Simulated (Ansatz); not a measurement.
The Ansatz input:

```yaml
crystal:
  lattice:
    - [1.765105025, -6.759281535, 0.0]
    - [1.765105025, 6.759281535, 0.0]
    - [0.0, 0.0, 3.56517397]
  atoms:
    - { symbol: Ti, position: [0.10311808, 0.89688192, 0.25] }
    - { symbol: Ti, position: [0.89688192, 0.10311808, 0.75] }
    - { symbol: Si, position: [0.75031482, 0.24968518, 0.25] }
    - { symbol: Si, position: [0.24968518, 0.75031482, 0.75] }
    - { symbol: Si, position: [0.44174855, 0.55825145, 0.25] }
    - { symbol: Si, position: [0.55825145, 0.44174855, 0.75] }
hamiltonian:
  xc: pbesol
  pseudopotentials: { kind: paw }
  hubbard: { sites: [{ species: Ti, l: d, u_eff: 8.0 }] }
kpoints:
  mp_grid: { grid: [8, 8, 8] }
scf:
  occupations: { method: fermi_dirac, width: 0.05 }
  n_extra_bands: 15
output:
  forces: true
  stress: true
  eigenvalues: true
  dos: { projected: true, de: 0.05, nscf_kmesh: { grid: [12, 12, 12] } }
```

System: TiSi₂, space group Cmcm (No. 63), 6 atoms in the primitive cell.

Method: PBEsol, Ti d U = 8 eV, Ansatz PAW, no spin polarisation, no spin-orbit coupling, 8×8×8 k mesh in the self-consistent step, 420 eV cutoff, Fermi-Dirac smearing of 0.05 eV (Ansatz).

Predict the main features of the density of states.

It is a metal. The density of states at the Fermi level is about 1.2 per eV and cell (mean within 0.25 eV), or 0.2 per atom. By projected weight, the states within 0.3 eV of the Fermi level are Ti (64 %) and Si (36 %). The tallest peak in the window is at 2.8 eV.

The density of states comes from the program's own step for it, whose mesh and broadening can differ from those of the self-consistent step. The PAW data sets were made with another functional. The cell is at 8 GPa in this functional. The cell comes from a database of computed structures, and whether it is the stable form of this composition wasn't checked.

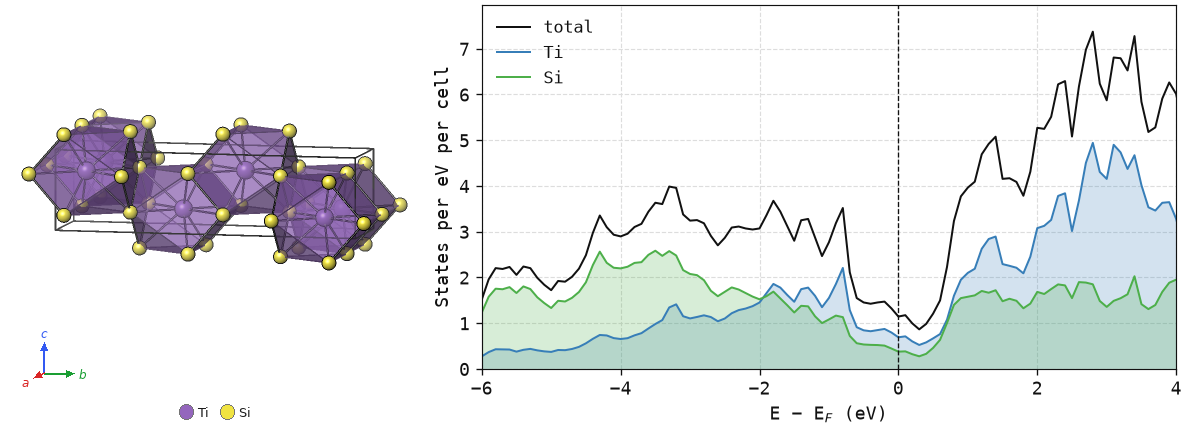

Density of states, beside the structure. Energies are counted from the Fermi level. The partial curves are projected on Löwdin-orthogonalised atomic shells.
